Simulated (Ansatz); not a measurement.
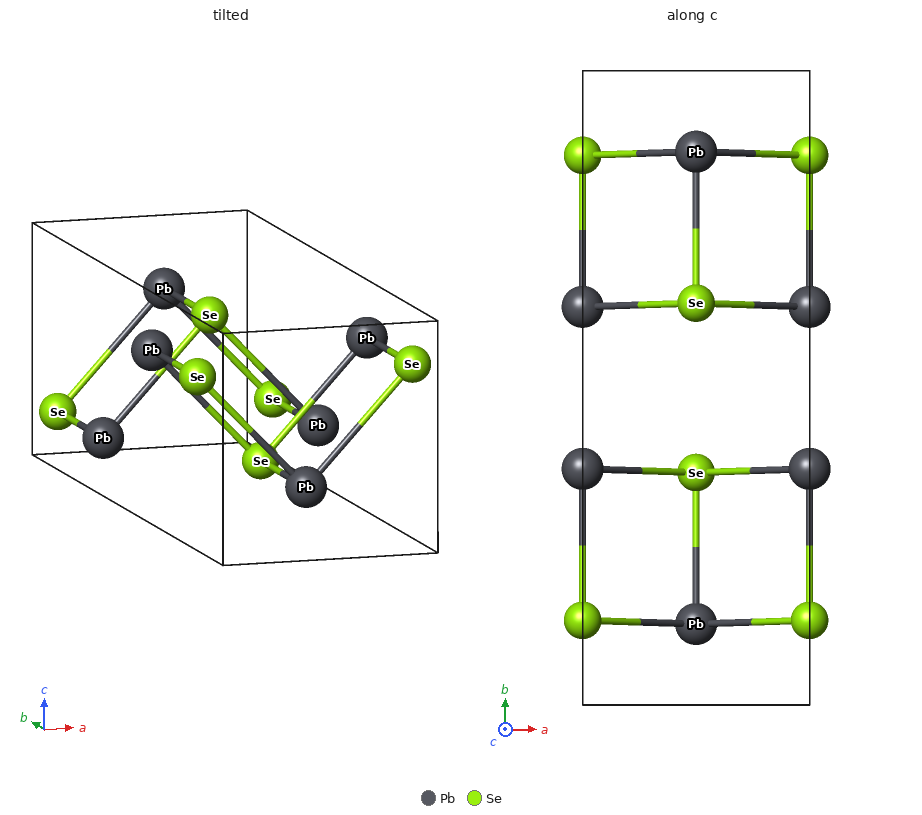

Ball-and-stick drawing of the structure, looking slightly off an axis and along the c axis. The conventional unit cell is drawn as a box.

Give a description of the structure.

- The structure is one of PbSe.
- The atoms follow space group Cmcm (No. 63); the Bravais lattice is base-centred orthorhombic.
- Content of the cell: 4 Pb, 4 Se (Z = 4).
- Pb bonds to five Se in a distorted square pyramidal arrangement. The neighbours of Se are five Pb in a distorted square pyramidal arrangement.
- The bonds build PbSe layers parallel to (010).

The structure comes from a structure listed in the Materials Project. Atoms and cell were optimised with DFT, PBE-D3(BJ), plane waves, PAW (Ansatz 0.2.0).
